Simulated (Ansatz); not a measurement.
# Nudged elastic band, with input and output: Zr5O8 (part 2 of 2)

The same run, continued: Zr5O8 (defect cell, 13 atoms in the cell); DFT PBE, scalar-relativistic, plane waves, PAW, no spin polarisation (Ansatz 0.2.0); cutoff 420 eV, 2×2×2 k-mesh, Gaussian smearing of 0.05 eV. The structure derives from an entry of the Crystallography Open Database. The run did not end well. One setting was made poor on purpose. It belongs to a series of runs on one base structure; here: band between the two ends.

Geometry of the input (Å; fractional positions):
```
-3.5916  -3.5916  0.0000
3.5916  -3.5916  0.0000
0.0000  0.0000  5.1790
Zr 0.4971  0.5031  -0.0042
Zr -0.0030  0.5032  0.4930
O  0.2476  0.7536  0.2526
O  0.2465  0.7524  0.7568
O  0.2477  0.2527  0.2526
O  0.2465  0.2538  0.7568
Zr -0.0028  0.0031  -0.0043
Zr 0.4970  0.0032  0.5060
O  0.7467  0.2526  0.2526
O  0.7478  0.2538  0.7568
O  0.7467  0.7537  0.2526
O  0.7478  0.7524  0.7568
Zr 0.4972  0.0031  0.0140
```

Output, continued:
```
NEB iter  36: max|band force component| = 4.113e-1 eV/Å  barrier→ = 11.9669 eV  barrier← = 12.0178 eV  CI = image 2  Δτ_max = 0.0071 Å  (19 SCF iters)
NEB image 1
NEB image 2
NEB image 3
NEB iter  37: max|band force component| = 5.039e-1 eV/Å  barrier→ = 11.9608 eV  barrier← = 12.0117 eV  CI = image 2  Δτ_max = 0.0099 Å  (17 SCF iters)
NEB image 1
NEB image 2
NEB image 3
NEB iter  38: max|band force component| = 6.531e-1 eV/Å  barrier→ = 11.9504 eV  barrier← = 12.0013 eV  CI = image 2  Δτ_max = 0.0144 Å  (21 SCF iters)
NEB image 1
NEB image 2
NEB image 3
NEB iter  39: max|band force component| = 9.286e-1 eV/Å  barrier→ = 11.9302 eV  barrier← = 11.9811 eV  CI = image 2  Δτ_max = 0.0217 Å  (23 SCF iters)
NEB image 1
NEB image 2
NEB image 3
NEB iter  40: max|band force component| = 1.483e0 eV/Å  barrier→ = 11.8834 eV  barrier← = 11.9343 eV  CI = image 2  Δτ_max = 0.0354 Å  (27 SCF iters)
NEB image 1
NEB image 2
NEB image 3
NEB iter  41: max|band force component| = 2.273e0 eV/Å  barrier→ = 11.7667 eV  barrier← = 11.8175 eV  CI = image 2  Δτ_max = 0.0596 Å  (28 SCF iters)
NEB image 1
NEB image 2
NEB image 3
NEB iter  42: max|band force component| = 3.635e0 eV/Å  barrier→ = 11.4741 eV  barrier← = 11.5249 eV  CI = image 2  Δτ_max = 0.1047 Å  (30 SCF iters)
NEB image 1
NEB image 2
NEB image 3
NEB iter  43: max|band force component| = 5.539e0 eV/Å  barrier→ = 10.6123 eV  barrier← = 10.6631 eV  CI = image 2  Δτ_max = 0.1884 Å  (30 SCF iters)
NEB image 1
NEB image 2
NEB image 3
NEB iter  44: max|band force component| = 5.372e0 eV/Å  barrier→ = 8.6942 eV  barrier← = 8.7451 eV  CI = image 2  Δτ_max = 0.2000 Å  (29 SCF iters)
NEB image 1
NEB image 2
NEB image 3
NEB iter  45: max|band force component| = 4.009e0 eV/Å  barrier→ = 7.0868 eV  barrier← = 7.1377 eV  CI = image 2  Δτ_max = 0.0630 Å  (27 SCF iters)
NEB image 1
preconditioner: auto → LDOS  [insulator: Δε(μ)=0.122 eV  Ē_g=17.341 eV  σ=0.050 eV  W_gap=0.91  n_scr=32 (ndim 8)  ℏωp=31.8 eV  f_vac=0.021  D(μ)=1.72/eV (n_scr^D=6)  ε∞_Penn≈4.4  β→1.0]
NEB image 2
preconditioner: auto → Resta (q_TF=auto, 2.633 Å⁻¹)  ε∞=4.4  [insulator: Δε(μ)=0.071 eV  Ē_g=17.237 eV  σ=0.050 eV  W_gap=0.68  n_scr=32 (ndim 8)  ℏωp=31.8 eV  f_vac=0.008  D(μ)=4.73/eV (n_scr^D=32)  ε∞_Penn≈4.4]
NEB image 3
[...]
iter 1 solved again at ethr=2.63e-5 eV; its pass at ethr=3.10e-3 eV (dr2=2.84e-2 eV) is discarded
SCF iter   1: F=—  HF=-25469.185254 eV  |F-HF|=—  |Δ(HF+E_count)|=         —  Δρ=4.14e-3  dr2=2.80e-2  ethr=2.63e-5  ⟨swp⟩=3.2  Hψ=2248  notcnv=0
preconditioner: auto → LDOS  [insulator: Δε(μ)=0.111 eV  Ē_g=17.341 eV  σ=0.050 eV  W_gap=0.88  n_scr=32 (ndim 8)  ℏωp=31.8 eV  f_vac=0.021  D(μ)=1.99/eV (n_scr^D=6)  ε∞_Penn≈4.4  β→1.0]
SCF iter   2: F=—  HF=-25469.183179 eV  |F-HF|=—  |Δ(HF+E_count)|=   2.07e-3  Δρ=2.40e-3  dr2=1.26e-2  ethr=2.60e-5  ⟨swp⟩=2.6  Hψ=1030  notcnv=0
SCF iter   3: F=—  HF=-25469.179866 eV  |F-HF|=—  |Δ(HF+E_count)|=   3.31e-3  Δρ=6.98e-4  dr2=1.00e-3  ethr=1.16e-5  ⟨swp⟩=2.0  Hψ=944  notcnv=0
SCF iter   4: F=—  HF=-25469.179660 eV  |F-HF|=—  |Δ(HF+E_count)|=   2.06e-4  Δρ=1.86e-4  dr2=6.93e-5  ethr=9.30e-7  ⟨swp⟩=2.0  Hψ=836  notcnv=0
SCF iter   5: F=—  HF=-25469.179566 eV  |F-HF|=—  |Δ(HF+E_count)|=   9.43e-5  Δρ=7.37e-5  dr2=9.03e-6  ethr=6.42e-8  ⟨swp⟩=2.0  Hψ=790  notcnv=0
SCF iter   6: F=—  HF=-25469.179565 eV  |F-HF|=—  |Δ(HF+E_count)|=   7.78e-7  Δρ=2.87e-5  dr2=1.14e-6  ethr=8.37e-9  ⟨swp⟩=2.0  Hψ=790  notcnv=0
SCF iter   7: F=—  HF=-25469.179565 eV  |F-HF|=—  |Δ(HF+E_count)|=   1.36e-7  Δρ=1.02e-5  dr2=1.45e-7  ethr=1.05e-9  ⟨swp⟩=2.0  Hψ=830  notcnv=0
SCF iter   8: F=-25469.179565 eV  HF=-25469.179565 eV  |F-HF|=1.15e-8  |Δ(HF+E_count)|=   2.23e-9  Δρ=4.03e-6  dr2=2.11e-8  ethr=9.26e-11  ⟨swp⟩=4.2  Hψ=1635  notcnv=0
SCF 140 converged in 8 iterations: F = -25469.179565 eV  dr2 = 2.11e-8
NEB iter  46: max|band force component| = 3.065e0 eV/Å  barrier→ = 6.6073 eV  barrier← = 6.6582 eV  CI = image 2  Δτ_max = 0.1045 Å  (22 SCF iters)
```

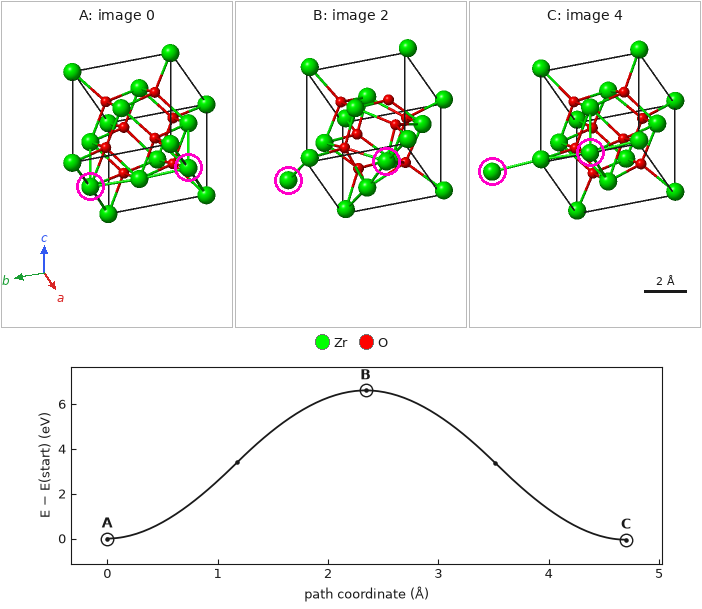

**Figure 1.** Images of the last band (counted from 0; ball-and-stick, simulation cell, seen at an oblique angle), with the moving atom and its periodic copies ringed, above the energy along the path; the line is a cubic interpolation that uses the forces. The highest image is number 2, 6.607 eV above the start and 6.658 eV above the end (the climbing image); the end lies 0.051 eV below the start. The path is 4.70 Å long, and Zr13 moves most (3.55 Å). The band had not converged after 46 iterations.

```
Step failed. What follows is not a result of the run: it is the report of the last solve that finished, which converged after 8 SCF iterations.
Free energy (F): -25469.179565 eV
Harris-Foulkes:  -25469.179565 eV  (|F-HF|=1.15e-8)
Internal energy: -25469.175833 eV  (E = F + TS)
E sigma→0 (E₀):  -25469.177699 eV
Entropy (-TS):   -0.003732 eV (-0.287 meV/atom)
Fermi energy:    17.713130 eV
--- Per-component energies (eV) ---
  E_band       = -67.509463
  E_kinetic    = 3153.815762
  E_local      = -4917.534313  (includes V_loc(G=0)·N_el)
  E_nonlocal   = 778.017620
  E_hartree    = 1676.692212
  E_xc         = -1426.331468
  E_vxc        = -1745.545074  (∫ρ·V_xc dr)
  E_paw        = -16037.722340  (= ΣΔE_a)
  E_vpaw       = -689.665763  (= ΣTr[D̂ρ^β])
  E_aug_tail   = 0.020093  (compensation charges beyond the density's cutoff)
  E_ewald      = -8696.133399
  E_smearing   = -0.003732  (= −TS)
  E_closure    = -0.000000  (closes the sum)
  Σ components = -25469.179565   (vs F -25469.179565, Δ=0.00e0)
--- Forces (eV/Å), atoms counted from 1 ---
  atom   1  Zr    -1.82057698     0.84724384    -0.16853823
  atom   2  Zr    -0.35984483     0.47099218     0.66035616
  atom   3  O     -0.95497032    -0.04109886     0.38352858
  atom   4  O     -0.16322873    -0.02186628    -0.01304382
  atom   5  O     -0.65918003     1.41621806    -0.76932095
  atom   6  O     -0.90710633    -0.19480617     0.97592218
  atom   7  Zr    -0.92582509    -1.24453080    -0.03437738
  atom   8  Zr     0.09130610    -0.38845594    -0.22811869
  atom   9  O      0.28187924     0.13556465    -0.04203845
  atom  10  O     -0.89664790    -0.29366970    -0.02338645
  atom  11  O      0.09973396    -0.60571671    -0.78102639
  atom  12  O      0.38971245    -0.08200929     0.36874039
  atom  13  Zr     5.82469678     0.00211582    -0.32870131
  max |Σ_I F_I| component: 5.17e-5 eV/Å
--- Band table (eV; the first three rows and the last of 8) ---
  k-point 0: bands = ["-32.9313", "-32.5743", "-32.4423", "-32.2207", "-31.2178", "-12.1215", "-12.0499", "-11.9057", "-11.4022", "-11.2145", "-11.1856", "-10.8502", "-10.7541", "-10.6484", "-10.6342", "-10.5339", "-10.4928", "-9.5835", "-9.3052", "-8.5014", "-3.9829", "-2.6814", "-2.5259", "-2.3582", "-1.7794", "-1.5957", "-1.5481", "-1.1850", "8.2515", "8.4144", "8.7299", "8.7621", "8.9816", "9.3192", "10.7358", "10.8268", "11.0009", "11.0322", "11.2579", "11.3502", "11.6899", "12.1596", "12.5506", "12.5981", "12.7126", "12.8792", "12.9373", "13.0611", "13.4689", "13.8148", "14.2134", "14.3002", "16.1994", "17.1423", "17.8515", "17.9291", "18.8068", "19.0878", "19.2389", "19.4120", "19.6225", "19.9412", "20.3129", "20.5194", "20.7850", "21.1221", "21.1615"]
  k-point 1: bands = ["-32.9295", "-32.5046", "-32.4986", "-32.2242", "-31.2352", "-11.9598", "-11.8400", "-11.7545", "-11.3224", "-11.2995", "-11.2088", "-10.9842", "-10.9316", "-10.7469", "-10.6485", "-10.5546", "-10.4519", "-9.8882", "-9.2853", "-8.5051", "-3.0366", "-2.7293", "-2.3475", "-2.2663", "-2.1493", "-1.9647", "-1.7750", "-1.3559", "8.8135", "9.0046", "9.0554", "9.3890", "9.5398", "9.8143", "9.8696", "10.0438", "10.3284", "10.7698", "10.8385", "11.1959", "11.5365", "11.8106", "11.9884", "12.4195", "12.6979", "13.0444", "13.2913", "13.3117", "13.3698", "13.5374", "13.8005", "14.0290", "16.6184", "17.5061", "17.6145", "18.4866", "18.9441", "19.0826", "19.3803", "19.8070", "19.9305", "20.4934", "20.5711", "20.7497", "20.9855", "21.2396", "21.5123"]
  k-point 2: bands = ["-32.9293", "-32.5326", "-32.4256", "-32.2692", "-31.2376", "-12.1796", "-11.8275", "-11.5806", "-11.4224", "-11.2054", "-11.0956", "-10.9601", "-10.8955", "-10.7499", "-10.5999", "-10.5362", "-10.4936", "-9.6359", "-9.5041", "-8.7384", "-2.9739", "-2.7524", "-2.5871", "-2.3122", "-2.0922", "-1.9063", "-1.7525", "-1.2622", "9.0819", "9.2069", "9.3416", "9.5481", "9.5928", "9.7733", "9.8956", "10.2749", "10.3775", "10.6702", "10.7726", "11.2434", "11.4778", "11.6929", "12.0238", "12.1800", "12.5055", "12.5940", "12.9709", "13.1640", "13.4478", "13.6948", "13.7806", "14.1006", "16.0786", "17.0032", "17.8830", "18.2303", "18.9597", "19.2942", "19.4466", "19.7692", "19.8389", "20.1071", "20.6879", "20.7942", "21.4971", "21.7465", "21.8911"]
  k-point 7: bands = ["-32.9285", "-32.5003", "-32.4430", "-32.2284", "-31.3091", "-11.9644", "-11.7900", "-11.3903", "-11.3292", "-11.2343", "-11.0758", "-10.9842", "-10.7670", "-10.6777", "-10.5960", "-10.4438", "-10.4171", "-10.1575", "-9.7174", "-9.0138", "-3.4236", "-2.6908", "-2.5443", "-2.4806", "-1.8381", "-1.7302", "-1.5194", "-1.3446", "8.8048", "9.3131", "9.8000", "9.9359", "10.0387", "10.0955", "10.4022", "10.6303", "10.8657", "10.9500", "11.1394", "11.5297", "11.6307", "11.7529", "11.8254", "11.8843", "12.0538", "12.1271", "12.2244", "12.3928", "12.8109", "12.8840", "12.9577", "13.6762", "16.2091", "17.7569", "18.1379", "18.4055", "18.7858", "18.9139", "19.0107", "19.5184", "19.8688", "20.2454", "20.5432", "20.6378", "21.3945", "21.8589", "22.4027"]
End of that report.
this run last wrote the band of iteration 46 to [file]
Error: NEB band did not converge after 46 iterations: max|band force component| = 3.07e0 eV/Å (threshold 5.0e-2); raise `neb.max_iterations` in a new run, which can start from the last band evaluated (`neb.initial_path`, with `crystal.atoms` and `neb.final_atoms` set to its first and last images), add images, or start from endpoints closer to local minima. Where this run's directory can be resumed (`checkpoint.write`), a resume goes on for up to `neb.max_iterations` more; to start a new run from the last band, take its images' positions from the `neb_iteration` event of iteration 46 (`data.images[].positions_ang`), in the event stream of the run that computed that iteration (not this run's, if it was resumed behind it). With `checkpoint.write`, `steps/00-neb/state/checkpoint.json` in the run directory holds the last saved band, under `neb.evaluated.images[].positions_ang` (a band under a hybrid functional on support functions is neither saved nor resumed: `neb.initial_path` says where its path is): check the last entry of `neb.iterations` there, which is earlier than 46 if that iteration was not saved or its write failed. If the band's step has no `state` directory and holds `state.next`, a write was cut short, and the file is under `state.next` instead (behind a loss of power it can be under `state.prev`)
this run wrote the band of iteration 46 to [file] as well, whether or not its events were kept: a new run's `neb.initial_path` can list its `images[].positions_ang`
a run's events are kept only if it was started with --events-out <file>, and are in that file
```

The last band as extended XYZ (Å, eV, eV/Å):
```
13
Lattice="-3.5916 -3.5916 0.0000 3.5916 -3.5916 0.0000 0.0000 0.0000 5.1790" Properties=species:S:1:pos:R:3:forces:R:3 image=0 energy=-25472.56026
Zr    0.0215   -3.5926   -0.0217   -0.0005   0.0000  -0.0040
Zr    1.8180   -1.7965    2.5535   -0.0022  -0.0012   0.0004
O     1.8172   -3.5961    1.3082    0.0010   0.0041   0.0033
O     1.8171   -3.5878    3.9193   -0.0001   0.0023  -0.0005
O     0.0181   -1.7971    1.3084    0.0038   0.0019   0.0023
O     0.0264   -1.7969    3.9195    0.0028  -0.0004  -0.0016
Zr    0.0214   -0.0011   -0.0225    0.0007  -0.0003  -0.0017
Zr   -1.7737   -1.7966    2.6205   -0.0001   0.0001   0.0030
O    -1.7745   -3.5892    1.3081   -0.0004  -0.0045   0.0029
O    -1.7742   -3.5975    3.9193   -0.0009  -0.0014   0.0005
O     0.0252   -5.3886    1.3082   -0.0048   0.0002   0.0033
O     0.0164   -5.3884    3.9195   -0.0007  -0.0008  -0.0004
Zr   -1.7746   -1.7970    0.0727    0.0013  -0.0001  -0.0077
13
Lattice="-3.5916 -3.5916 0.0000 3.5916 -3.5916 0.0000 0.0000 0.0000 5.1790" Properties=species:S:1:pos:R:3:forces:R:3 image=1 energy=-25469.16235
Zr    0.1346   -4.0711   -0.0529    1.8594   0.7900  -0.1873
Zr    1.7622   -1.8584    2.5863   -0.1061  -0.3883  -0.1947
O     1.7196   -3.5482    1.2543   -0.3029   0.1757  -0.0681
O     1.8052   -3.6541    3.9248    0.9114  -0.3280  -0.0396
O     0.0546   -1.4276    1.5870    0.6736   1.4444  -0.7361
O     0.0853   -1.8336    3.6677    0.8990  -0.1933   1.0220
Zr    0.1308    0.3244    0.0679    0.9148  -1.2740  -0.0513
Zr   -1.8485   -1.8084    2.6268    0.3625   0.4671   0.5534
O    -1.6816   -3.4993    1.2835    0.9419  -0.0599   0.3836
O    -1.7548   -3.5773    3.9323    0.1844  -0.0352  -0.0256
O    -0.0796   -5.3653    1.4773   -0.1279  -0.5935  -0.7775
O    -0.1031   -5.4831    3.7261   -0.3637  -0.0831   0.3882
Zr   -0.9947   -1.9248    0.0449   -5.8464   0.0780  -0.2669
13
Lattice="-3.5916 -3.5916 0.0000 3.5916 -3.5916 0.0000 0.0000 0.0000 5.1790" Properties=species:S:1:pos:R:3:forces:R:3 image=2 energy=-25465.95296
Zr   -0.0032   -4.3530   -0.0791    0.0182  -0.2370  -0.1855
Zr    1.7985   -1.8387    2.5893    0.1136   0.2908   0.3421
O     1.6245   -3.4381    1.2551   -1.6198   0.8119  -0.1955
O     1.7524   -3.6079    3.9291   -0.0807  -0.2038   0.1001
O    -0.0085   -1.0780    1.6842    0.0024   3.0654   0.4381
O     0.0061   -1.8610    3.5302   -0.0355  -0.0458   0.4172
Zr   -0.0020    0.3497    0.0693   -0.0085  -0.9551  -0.7819
Zr   -1.8016   -1.8426    2.6093   -0.0992   0.2550   0.3209
O    -1.6284   -3.4406    1.2570    1.5976   0.8164  -0.1806
O    -1.7576   -3.6035    3.9295    0.0993  -0.1583   0.1208
O     0.0051   -5.3472    1.5655    0.0018  -0.9315  -0.2145
O    -0.0087   -5.5423    3.6284    0.0098  -1.1361  -0.7940
Zr   -0.0008   -2.1253    0.1716    0.0008  -1.5722   0.6127
13
Lattice="-3.5916 -3.5916 0.0000 3.5916 -3.5916 0.0000 0.0000 0.0000 5.1790" Properties=species:S:1:pos:R:3:forces:R:3 image=3 energy=-25469.17956
Zr   -0.1386   -4.0693   -0.0477   -1.8206   0.8472  -0.1685
Zr    1.8443   -1.8068    2.6184   -0.3598   0.4710   0.6604
O     1.6783   -3.4977    1.2859   -0.9550  -0.0411   0.3835
O     1.7504   -3.5809    3.9356   -0.1632  -0.0219  -0.0130
O    -0.0671   -1.4320    1.5823   -0.6592   1.4162  -0.7693
O    -0.0806   -1.8357    3.6655   -0.9071  -0.1948   0.9759
Zr   -0.1345    0.3234    0.0713   -0.9258  -1.2445  -0.0344
Zr   -1.7659   -1.8573    2.6029    0.0913  -0.3885  -0.2281
O    -1.7244   -3.5535    1.2590    0.2819   0.1356  -0.0420
O    -1.8116   -3.6513    3.9286   -0.8966  -0.2937  -0.0234
O     0.0859   -5.3667    1.4775    0.0997  -0.6057  -0.7810
O     0.0892   -5.4811    3.7279    0.3897  -0.0820   0.3687
Zr    0.9962   -1.9213    0.0457    5.8247   0.0021  -0.3287
13
Lattice="-3.5916 -3.5916 0.0000 3.5916 -3.5916 0.0000 0.0000 0.0000 5.1790" Properties=species:S:1:pos:R:3:forces:R:3 image=4 energy=-25472.61112
Zr   -0.0252   -3.5930   -0.1496   -0.0028  -0.0048   0.0140
Zr    1.7707   -1.7973    2.6098    0.0014   0.0008   0.0045
O     1.7302   -3.5942    1.3019    0.0035   0.0141  -0.0083
O     1.8102   -3.5919    3.9191    0.0135  -0.0281  -0.0064
O    -0.0258   -1.8373    1.3021    0.0089  -0.0007  -0.0054
O    -0.0243   -1.7578    3.9194   -0.0287   0.0145  -0.0097
Zr   -0.0255   -0.0017    0.1908    0.0000   0.0043   0.0117
Zr   -1.8210   -1.7973    2.6105   -0.0013  -0.0010   0.0009
O    -1.7811   -3.5921    1.3017    0.0003  -0.0122  -0.0057
O    -1.8608   -3.5943    3.9190   -0.0117   0.0269  -0.0061
O    -0.0246   -5.3489    1.3019   -0.0125  -0.0021  -0.0047
O    -0.0260   -5.4286    3.9194    0.0247  -0.0112  -0.0075
Zr    1.7705   -1.7972    0.0203    0.0047  -0.0006   0.0227
```

What the run reported:

```csv
quantity,value
outcome,not converged
"barrier, forward (band not converged)",6.607 eV
"barrier, backward",6.658 eV
hardware,"1 thread of Arm Neoverse V2, 24 GiB of memory available, shared host"
wall time,8 min
peak memory,0.53 GiB
```

What went wrong:

The run did not converge: “NEB band did not converge after 46 iterations: max|band force component| = 3.07e0 eV/Å (threshold 5.0e-2); raise `neb.max_iterations` in a new run, which can start from the last band evaluated (`neb.initial_path`, with `crystal.atoms` and `neb.final_atoms` set to its first and last images), add images, or start from endpoints closer to local minima …” Its last values are not results. A deliberately poor setting: stiff spring.
